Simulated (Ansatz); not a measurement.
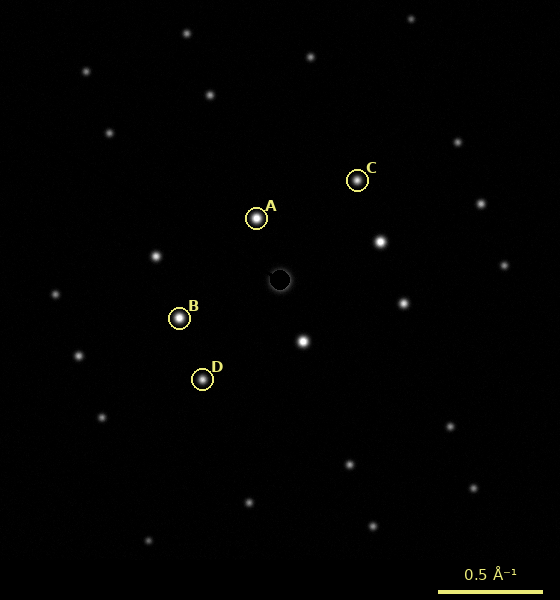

Kinematic zone-axis pattern, calculated for 300 keV electrons with B = 0.5 Å². The zone axis points towards the electron source and the pattern is seen from the source side.

The sample is Ru, space group Fd-3m (No. 227), a = 5.456 Å. Structure: coordinates from a relaxation with DFT, PBE, plane waves (420 eV) with PAW, scalar-relativistic in Ansatz; the starting structure was generated, so it need not be a known form of this composition.

Spot A is indexed -1 1 1 and spot B 0 -2 2.

**Give hkl for C, D.**

C = A − B = -1 3 -1 (d = 1.645 Å). D = −A + B = 1 -3 1 (d = 1.645 Å).

**Find the zone axis.**

The cross product of A and B is parallel to [211]; every spot obeys hu + kv + lw = 0.

**What are the spacings of A and B and the angle between them?**

d(A) = 3.150 Å, d(B) = 1.929 Å, and the angle is 90.0°.
